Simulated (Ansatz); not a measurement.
The Ansatz input:

```
crystal:
  lattice:
    - [4.577635635, 0.0, 0.0]
    - [-2.2888178175, 3.9643487492, 0.0]
    - [0.0, 0.0, 7.5654246187]
  atoms:
    - { symbol: Mg, position: [0.3333333333, 0.6666666667, 0.0007294349] }
    - { symbol: Mg, position: [0.6666666667, 0.3333333333, 0.5007294349] }
    - { symbol: Te, position: [0.3333333333, 0.6666666667, 0.3742705651] }
    - { symbol: Te, position: [0.6666666667, 0.3333333333, 0.8742705651] }
kpoints:
  mp_grid: { grid: [6, 6, 2] }
  band_path:
    path:
      - [0.0, 0.0, 0.0]
      - [0.5, 0.0, 0.0]
      - [0.3333333333, 0.3333333333, 0.0]
      - [0.0, 0.0, 0.5]
      - [0.5, 0.0, 0.5]
      - [0.3333333333, 0.3333333333, 0.5]
    npoints: 1
hamiltonian:
  xc: hse06
scf:
  occupations: { method: fixed }
  n_extra_bands: 5
output:
  forces: true
  stress: true
  eigenvalues: true
```

Launched with:
```bash
ansatz run input.yaml --threads 4 --pin off --max-ram 3686MiB --backend cpu --events-out ev --progress --plain --runs-dir out
```

What will the density of states look like?

There is a gap; over the k points computed it is 3.20 eV (direct among those points). The upper group of valence states starts about 3.5 eV under the valence-band top, with a gap beneath it; it holds about 12 electrons a cell. Within the window shown, the tallest peak of the filled states lies 0.9 eV under the valence-band top, at about 7.8 states per eV and cell.

Spin-orbit coupling is left out, which matters for Te.

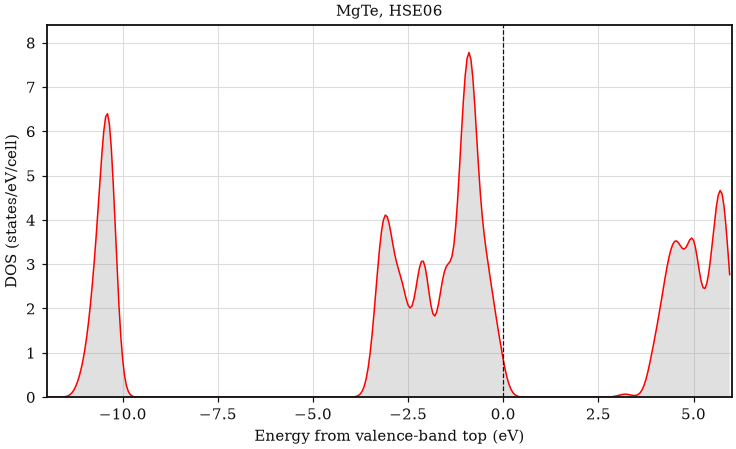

Density of states. Energies are counted from the top of the valence band. The curve is built from the levels of the k mesh with Gaussians 0.4 eV wide, which also blur the band edges.
